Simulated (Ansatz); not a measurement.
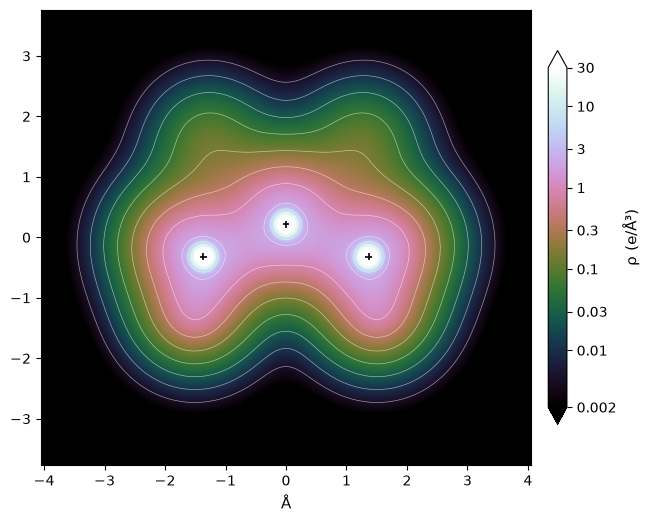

The total electron density on a plane through atoms (crosses mark nuclei in the plane).

Level of theory: Ansatz 0.2.0, RKS PBE0-D4/def2-TZVPP.

Candidates:
A. C5H8 (SMILES C1CC12CC2)
B. BrClFHSn (SMILES [F][SnH]([Cl])[Br])
C. H2ISb (SMILES [SbH2][I])

> Which candidate gave the map?

Candidate A: C5H8 on the plane of atoms C2, C1 and C5, which holds C. C–C (1.47 Å): ρ is about 1.7 e/Å³ halfway.
